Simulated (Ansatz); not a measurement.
# How much does W in Au(111), 2x2 scatter?, part 3 of 3

How strong a scatterer is W in Au(111), 2x2, and does relaxation matter?

Ansatz 0.2.0; Ansatz plane-wave DFT, PBE, PAW files; ballistic transport by layer matching (Landauer), zero bias (the session's first sound run).

So far, resistivity per at.% scaled from this dense plane, with the factor 3/4 for isotropic scattering (µΩ cm): step 3 (resistance at ideal sites) 25.4.

### 5. Transmission after relaxation, relaxed yes

The transmission is solved again on the relaxed atoms.

This step: Ansatz plane-wave DFT, PBE, PAW files; ballistic transport by layer matching (Landauer), zero bias (Ansatz 0.2.0).

input.yaml reads:

```yaml
crystal:
  lattice:
    - [5.7675164608, 0.0, 0.0]
    - [-2.8837582304, 4.9948157717, 0.0]
    - [-1.4418791152, 0.8324692953, 25.9003660885]
  atoms:
    - { symbol: Au, position: [0.0075757576, 0.9924242424, 0.0454545455] }
    - { symbol: Au, position: [0.0075757576, 0.4924242424, 0.0454545455] }
    - { symbol: Au, position: [0.5075757576, 0.9924242424, 0.0454545455] }
    - { symbol: Au, position: [0.5075757576, 0.4924242424, 0.0454545455] }
    - { symbol: Au, position: [0.1893939394, 0.3106060606, 0.1363636364] }
    - { symbol: Au, position: [0.1893939394, 0.8106060606, 0.1363636364] }
    - { symbol: Au, position: [0.6893939394, 0.3106060606, 0.1363636364] }
    - { symbol: Au, position: [0.6893939394, 0.8106060606, 0.1363636364] }
    - { symbol: Au, position: [0.3712121212, 0.1287878788, 0.2272727273] }
    - { symbol: Au, position: [0.3712121212, 0.6287878788, 0.2272727273] }
    - { symbol: Au, position: [0.8712121212, 0.1287878788, 0.2272727273] }
    - { symbol: Au, position: [0.8712121212, 0.6287878788, 0.2272727273] }
    - { symbol: Au, position: [0.0544929305, 0.9469858728, 0.3183407575] }
    - { symbol: Au, position: [0.0537011945, 0.4462988055, 0.3196202396] }
    - { symbol: Au, position: [0.5528458957, 0.9471541043, 0.3183081517] }
    - { symbol: Au, position: [0.5530141272, 0.4455070695, 0.3183407575] }
    - { symbol: Au, position: [0.2376313035, 0.2623686965, 0.4110374619] }
    - { symbol: Au, position: [0.2376067724, 0.7680826174, 0.4110815334] }
    - { symbol: Au, position: [0.7319173826, 0.2623932276, 0.4110815334] }
    - { symbol: Au, position: [0.7350605089, 0.7649394911, 0.407643117] }
    - { symbol: W, position: [0.4166666667, 0.0833333333, 0.5] }
    - { symbol: Au, position: [0.4166666667, 0.5833333333, 0.5] }
    - { symbol: Au, position: [0.9166666667, 0.0833333333, 0.5] }
    - { symbol: Au, position: [0.9166666667, 0.5833333333, 0.5] }
    - { symbol: Au, position: [0.1014159507, 0.9042734391, 0.5889184666] }
    - { symbol: Au, position: [0.0982728244, 0.4017271756, 0.592356883] }
    - { symbol: Au, position: [0.5957020299, 0.9042979701, 0.5889625381] }
    - { symbol: Au, position: [0.5957265609, 0.3985840493, 0.5889184666] }
    - { symbol: Au, position: [0.2804874377, 0.2195125623, 0.6816918483] }
    - { symbol: Au, position: [0.2803192061, 0.7211595971, 0.6816592425] }
    - { symbol: Au, position: [0.7788404029, 0.2196807939, 0.6816592425] }
    - { symbol: Au, position: [0.7796321389, 0.7203678611, 0.6803797604] }
    - { symbol: Au, position: [0.4621212121, 0.0378787879, 0.7727272727] }
    - { symbol: Au, position: [0.4621212121, 0.5378787879, 0.7727272727] }
    - { symbol: Au, position: [0.9621212121, 0.0378787879, 0.7727272727] }
    - { symbol: Au, position: [0.9621212121, 0.5378787879, 0.7727272727] }
    - { symbol: Au, position: [0.1439393939, 0.8560606061, 0.8636363636] }
    - { symbol: Au, position: [0.1439393939, 0.3560606061, 0.8636363636] }
    - { symbol: Au, position: [0.6439393939, 0.8560606061, 0.8636363636] }
    - { symbol: Au, position: [0.6439393939, 0.3560606061, 0.8636363636] }
    - { symbol: Au, position: [0.3257575758, 0.1742424242, 0.9545454545] }
    - { symbol: Au, position: [0.3257575758, 0.6742424242, 0.9545454545] }
    - { symbol: Au, position: [0.8257575758, 0.1742424242, 0.9545454545] }
    - { symbol: Au, position: [0.8257575758, 0.6742424242, 0.9545454545] }
kpoints:
  mp_grid: { grid: [5, 5, 1] }
hamiltonian:
  xc: pbe
scf:
  occupations: { method: fermi_dirac, width: 0.1 }
output:
  transmission:
    leads: [[0, 4]]
    kmesh: [10, 10]
    e_range: [-0.05, 0.05]
    de: 0.05
  write_potential: true
  write_density: true
  volumetric_format: npy
```

Run with:

```
> ansatz run input.yaml --threads 8 --pin off --max-ram 15360MiB --backend cpu --events-out ev --progress --plain --runs-dir out
```

Numbers of over 12 decimals in the logs are rounded to 6 here.

Log:

```text
[...]
Crystal: 44 atoms, lattice volume = 746.130 Å³
Basis set: ecut = 420 eV, 14649 PW (Γ)
Bands: 499, of which v1, the nominal top of the filled ones, is band 416 counted from 1 (415 counted from 0)
Symmetry: 4 space group operations
[...]
k-points: 9 of 25
[...]
SCF iter   1: F=—  HF=-575802.370398 eV  |F-HF|=—  |Δ(HF+E_count)|=         —  Δρ=6.50e-3  dr2=9.85e0  ethr=1.77e-3  ⟨swp⟩=4.7  Hψ=13646  notcnv=0  defer=270
[...]
SCF iter  10: F=-575802.311911 eV  HF=-575802.311911 eV  |F-HF|=5.70e-9  |Δ(HF+E_count)|=   3.61e-9  Δρ=3.90e-7  dr2=6.30e-9  ethr=1.20e-11  ⟨swp⟩=9.7  Hψ=17706  notcnv=0
SCF 1 converged in 10 iterations: F = -575802.311911 eV  dr2 = 6.30e-9
[...]
transmission: 132 of 1240 steps passed
transmission: 256 of 1240 steps passed
[...]
transmission: 1240 of 1240 steps passed
SCF converged after 10 iterations
Free energy (F): -575802.311911 eV
[...]
Internal energy: -575801.625418 eV  (E = F + TS)
E sigma→0 (E₀):  -575801.968665 eV
Entropy (-TS):   -0.686492 eV (-15.602 meV/atom)
Fermi energy:    20.813382 eV
[...]
--- Band table (eV; the first three rows and the last of 9) ---
  k-point 0: bands = [... 412 lower, 21.0037, 21.1566, 21.2249, 21.2290, 21.4488, 21.5577, 21.5687, 21.6860, ... 79 higher]
  k-point 1: bands = [... 412 lower, 20.6040, 20.7063, 20.7725, 20.7889, 20.8514, 20.9235, 20.9708, 21.0766, ... 79 higher]
  k-point 2: bands = [... 412 lower, 20.5753, 20.6431, 20.6589, 20.7176, 20.8252, 20.8739, 20.9440, 21.1966, ... 79 higher]
  k-point 8: bands = [... 412 lower, 20.5855, 20.6087, 20.6534, 20.6650, 20.7384, 20.9868, 20.9909, 21.0254, ... 79 higher]
--- Transmission ---
  basis      : 253 plane waves across, 40 finite elements along
  points     : 31, standing for a mesh of 10 x 10
[...]
channels       : 3.170000e0 a spin
[...]
junction   : crystal 0 to crystal 0, 0.70 to 24.24 Å
    transmission   : 1.173185e0 a spin
[...]
```

The job ended after 4.4 min (8 threads of Arm Neoverse V1, shared host; peak memory 11 GiB; 28 min of CPU time).

This step gave:

```
free energy                                    : -575802.3119 eV
energy at zero smearing                        : -575801.9687 eV
transmission per spin nearest the Fermi level  : 1.173
open channels per spin nearest the Fermi level : 3.17
step of the lead's potential                   : 10.7 meV
```

Per spin. The transmission, zone mean by energy, zero at the Fermi level:

```
energy (eV)  transmission, zone mean
    -0.0500                     1.23
     0.0000                     1.17
     0.0500                     1.09
```

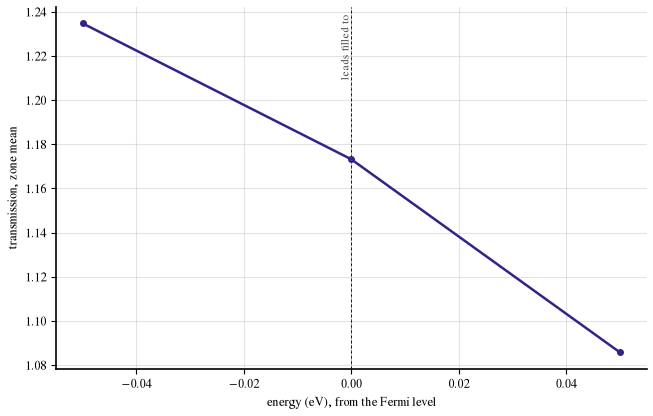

Transmission, zone mean against energy.

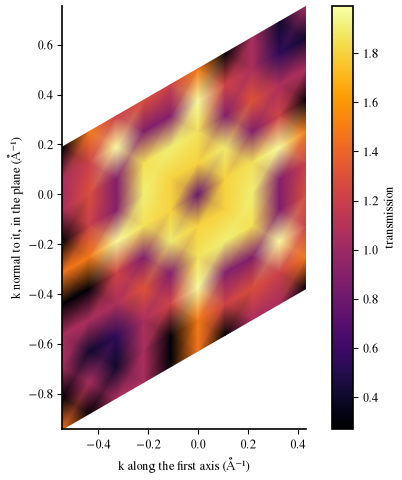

Transmission over k1 and k2. At 0.0000 eV from the Fermi level.

Over the solved energies the transmission per spin lies between 1.09 and 1.23, out of 3.20 channels of the lead on average (up to 3.21).

### 6. Resistance after relaxation

This step: Ansatz plane-wave DFT, PBE, PAW files; ballistic transport by layer matching (Landauer), zero bias; area resistance of the defect plane and resistivity an atomic per cent (Ansatz 0.2.0).

Numbers from this step:

```yaml
area_resistance: 2.030 fΩ m²
t_over_the_leads_mean_channel_count: 0.3643
resistivity_per_at_scaled_from_this_dense_plane_with_the_factor_3_over_4_for_isotropic_scattering: 25.86 µΩ cm
```

Averaged over the energies near the Fermi level, 36.4 % of the channels pass, which makes 2.03 fΩ m², against 1.99 on ideal sites.

### 7. Summary of results

```yaml
share_of_channels_that_pass_rigid: 0.369
area_resistance_rigid: 1.99 fΩ m²
resistivity_per_at_from_the_area_resistance_times_3_over_4_rigid: 25.4 µΩ cm
share_of_channels_that_pass_relaxed: 0.364
area_resistance_relaxed: 2.03 fΩ m²
resistivity_per_at_from_the_area_resistance_times_3_over_4_relaxed: 25.9 µΩ cm
```

In words: The plane of defects adds 2.0 fΩ m². Scaled to one atomic per cent that is 34 µΩ cm as it stands and 26 with the factor 3/4 for isotropic scattering on a spherical Fermi surface; with the reflection in place of the resistance taken as linear in the density it would be 9.4. These are rough estimates of the dilute value, not bounds. One W in each 2x2 cell reflects 64 % of the lead's channels. The relaxed cell differs by 1.8 % in resistance; between the two runs the lead's own channel count goes from 3.19 to 3.20, so sampling may have a part in it. The defects form a dense periodic sheet that scatters coherently, unlike a dilute random alloy. T and N are means over the solved energies nearest the Fermi level. Spin-orbit coupling is left out, which matters for Au and W.

[Logs are printed without paths, hosts, clocks, repeated set-up lines and the standing remarks that a program may print on its own settings, such as how far it seeks lower states.]

[Hosts, paths, dates, database ids (printed as entryN), source tags and the programs' standing remarks are cut or masked in the printed files.]
